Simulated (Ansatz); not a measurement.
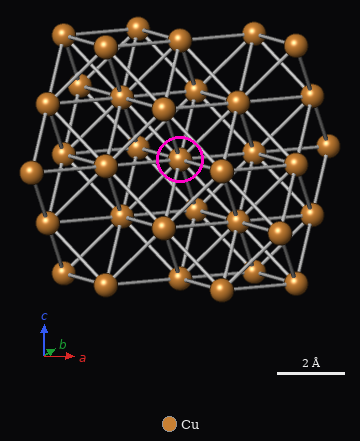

Perfect Cu. Style: ball-and-stick. Shown: the atoms within 5.4 Å of one point, in a slice 5.0 Å thick across the line of sight, slightly off an axis.

Computed with DFT PBE, scalar-relativistic, plane waves, PAW in Ansatz 0.2.0. (plane-wave cutoff 420 eV; k-point mesh 4 × 4 × 4; occupations gaussian; smearing width 0.1 eV; no spin polarisation) The cell is small and the k-mesh coarse, so the numbers are rough. The axes drawn are those of the host's conventional cell.

A copper atom is taken out (a vacancy) at the ringed place, in charge state 0. The supercell has 27 sites, and the atoms are relaxed at the host's cell.

### Predict the relaxed surroundings of the defect.

Around the empty Cu site the host had 12 Cu at 2.57 Å; after relaxation the nearest atoms are 12 Cu at 2.54 Å. Of the host's atoms, a copper atom moves furthest from its site, by 0.03 Å. Relaxing the atoms from the host's sites lowers the energy by 0.03 eV. At a tolerance of 0.02 Å the relaxed supercell has space group Fm-3m.

The relaxed defect, seen from the same direction:

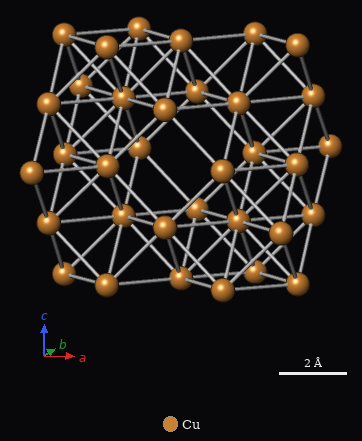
